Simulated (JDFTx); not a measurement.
**Energy of TiAl along an even scaling of the cell**

System: TiAl (P4/mmm, 2 atoms in the cell).
Method: Kohn-Sham DFT of a periodic cell, PBE, PseudoDojo-SR-PBE-0.5-standard, no spin polarisation (JDFTx 1.7.0 (patched build)).

The 7 runs differ only in the geometry, by an even scaling of the cell at fixed fractional positions. The structure derives from an entry of the Crystallography Open Database.

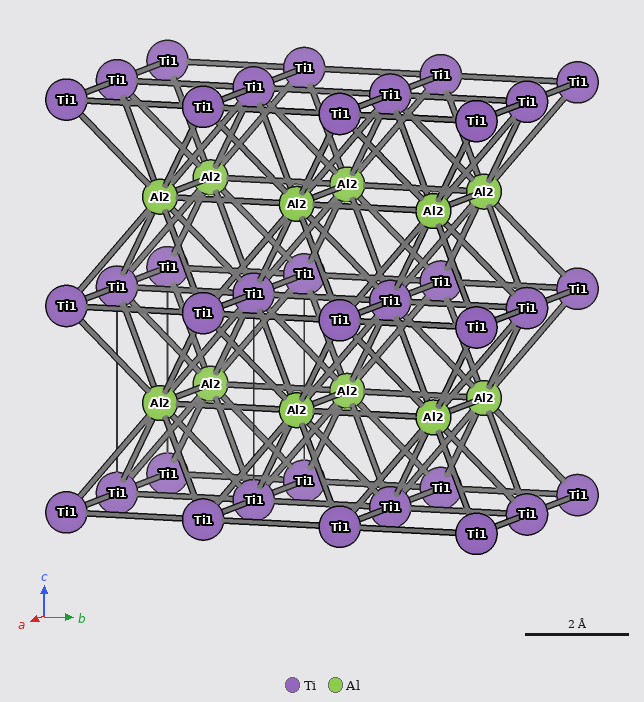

Figure 1. The structure of run 4 (ball-and-stick view of the cell of the calculation, repeated 2 × 3 × 2, seen slightly off an axis; atoms are numbered from 1 in the order of the input).

## Input of run 4
```
lattice \
    5.3617199334     0.0000000000     0.0000000000 \
    0.0000000000     5.3617199334     0.0000000000 \
    0.0000000000     0.0000000000     7.6705873125
coords-type Lattice
ion Ti     0.0000000000     0.0000000000     0.0000000000 1
ion Al     0.5000000000     0.5000000000     0.5000000000 1

ion-species pseudo/Ti.upf
ion-species pseudo/Al.upf
elec-cutoff 42 336
elec-ex-corr gga-PBE
kpoint-folding 9 9 7
elec-smearing Fermi 0.0018374661
elec-n-bands 13
electronic-SCF nIterations 100 energyDiffThreshold 1e-09
electronic-minimize nIterations 30 energyDiffThreshold 1e-7
forces-output-coords Cartesian

dump-name run.$VAR
dump End Ecomponents EigStats BandEigs Kpoints Forces Stress ElecDensity Dtot KEdensity
```

Command:
```bash
jdftx -c 1 -i TiAl.in -o TiAl.out
```

Lattice vectors (Å) and fractional positions of run 4:
```
   2.837300    0.000000    0.000000
   0.000000    2.837300    0.000000
   0.000000    0.000000    4.059100
Ti  0.000000  0.000000  0.000000
Al  0.500000  0.500000  0.500000
```

Run 5 differs from it as follows:
```diff
-    5.3617199334     0.0000000000     0.0000000000 \
-    0.0000000000     5.3617199334     0.0000000000 \
-    0.0000000000     0.0000000000     7.6705873125
+    5.3972290472     0.0000000000     0.0000000000 \
+    0.0000000000     5.3972290472     0.0000000000 \
+    0.0000000000     0.0000000000     7.7213873844
```

## Results, with one run withheld

```csv
run,volume per atom (Å³),"free energy per atom, from the lowest run given (meV)",pressure (GPa)
1,15.358,17.97,7.00
2,15.685,6.63,4.15
3,16.012,0.81,1.58
4,16.338,0.00,−0.76
5,16.665,?,?
6,16.992,11.54,−4.79
7,17.319,23.08,−6.52
```

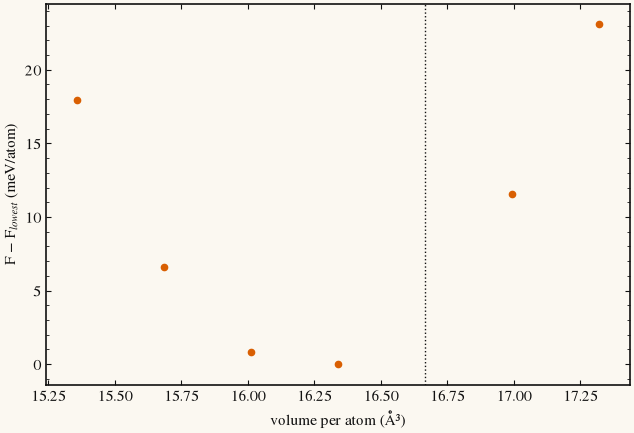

Figure 2. Free energy per atom of the runs given; the dotted line marks run 5.

Fit the runs given and predict run 5.

A cubic polynomial in V^(−2/3) (the Birch–Murnaghan form), fitted to the 6 runs given, misses them by under 0.01 meV per atom. With x = V^(−2/3) − 0.15581 Å⁻², it reads F = −0.2321 − 201.28 x + 5.3325e+05 x² − 1.3005e+05 x³ (meV per atom). At run 5 it gives 3.72 meV per atom, and the run itself gives 3.72. The slope of the fit gives a pressure −dF/dV of −2.86 GPa there, and the run prints −2.87 GPa. The fit has its minimum at 16.230 Å³ per atom, where V d²F/dV² gives 114 GPa. Cell shape and fractional positions are held, so this is the stiffness under even scaling; the relaxed bulk modulus wasn't computed.

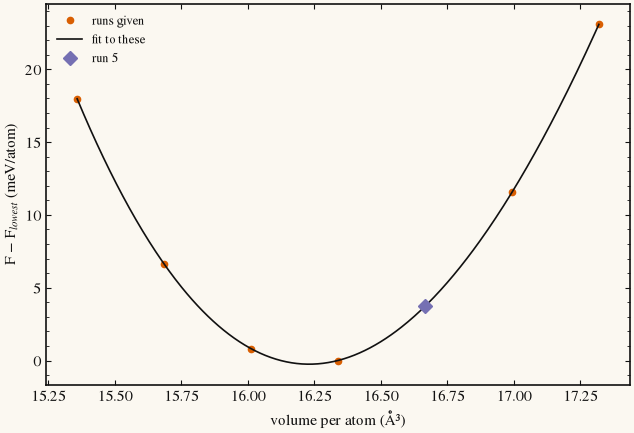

Figure 3. The fit and the withheld run.

## Some lines of the output (run 5)
```
[...]
unit cell volume = 224.925
     Etot =      -60.4331872011089146
        F =      -60.4338060471662857
	HOMO-LUMO gap: +0.000668
	Optical gap  : +0.010528 at state 27 ( [ +0.111111 +0.222222 +0.428571 ] spin 0 )
```
